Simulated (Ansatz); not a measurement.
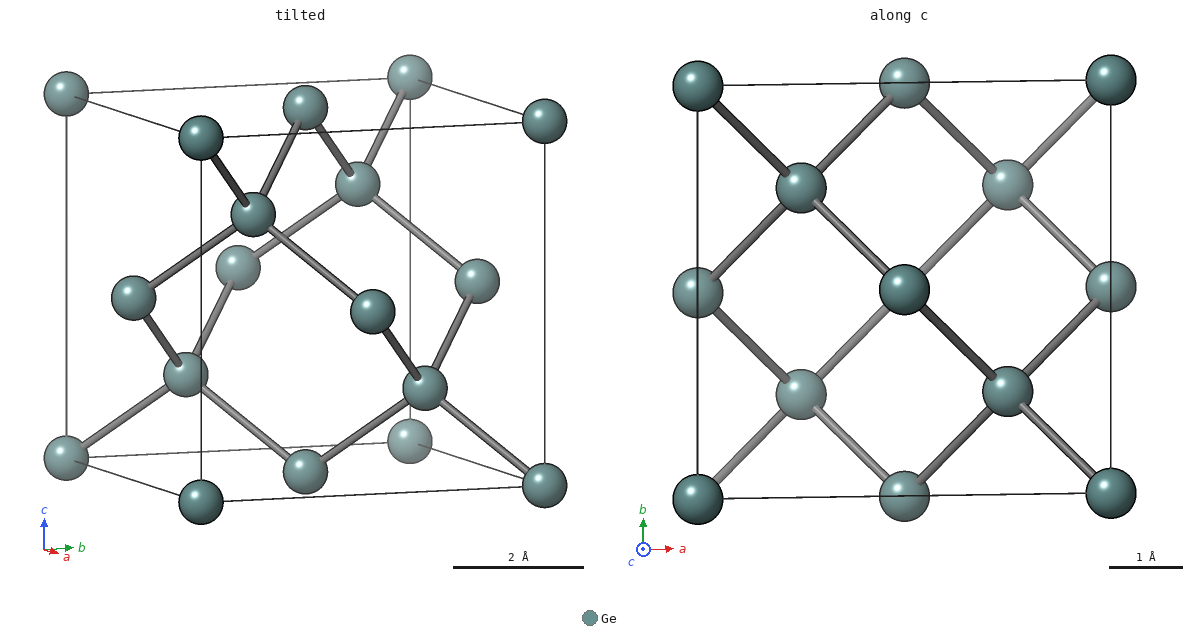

A ball-and-stick rendering, viewed slightly off an axis and along the c axis. One drawn cell (a repeat of the simulation cell) is framed, with atoms on its boundary repeated.

Ge, a = 5.674 Å, b = 5.674 Å, c = 5.674 Å, α = 90.00°, β = 90.00°, γ = 89.16°. Strictly the space group is Imma (No. 74, within 0.01 Å). It is a distorted form of a face-centred cubic structure, space group Fd-3m (No. 227) within 0.25 Å: diamond. Starting structure: a structure type filled with this element by a generator (whether the element takes this form wasn't checked). The cell was then strained or its atoms displaced on purpose. Ansatz was used for an electronic-structure calculation on it.

This one geometry was computed with Ansatz (DFT, plane waves, PAW) at three levels of theory: PBE, r2SCAN and HSE06. It was relaxed with r2SCAN and then strained.

Q: Which level gives the highest pressure at this volume, and what does that say about its equilibrium volume?

A: Highest: PBE (3.0 GPa), which points to the largest equilibrium volume. Lowest, with the smallest volume: r2SCAN (0.0 GPa) and HSE06 (0.4 GPa). Levels within 0.5 GPa of each other can't be told apart.

Q: How does the band gap change with the level of theory?

A: PBE: a gap of 0.06 eV, direct; r2SCAN: a gap of 0.29 eV, direct; HSE06: a gap of 0.63 eV, indirect.

Q: Collect the results in a table.

A:
| level | cutoff (eV) | k-mesh of the run's cell | gap (eV) | pressure (GPa) |
| --- | --- | --- | --- | --- |
| PBE | 420 | 8×8×8 | 0.06 | 3.0 |
| r2SCAN | 500 | 8×8×8 | 0.29 | 0.0 |
| HSE06 | 420 | 6×6×6 | 0.63 | 0.4 |

Gaps are taken on the k-mesh or band path of each run.
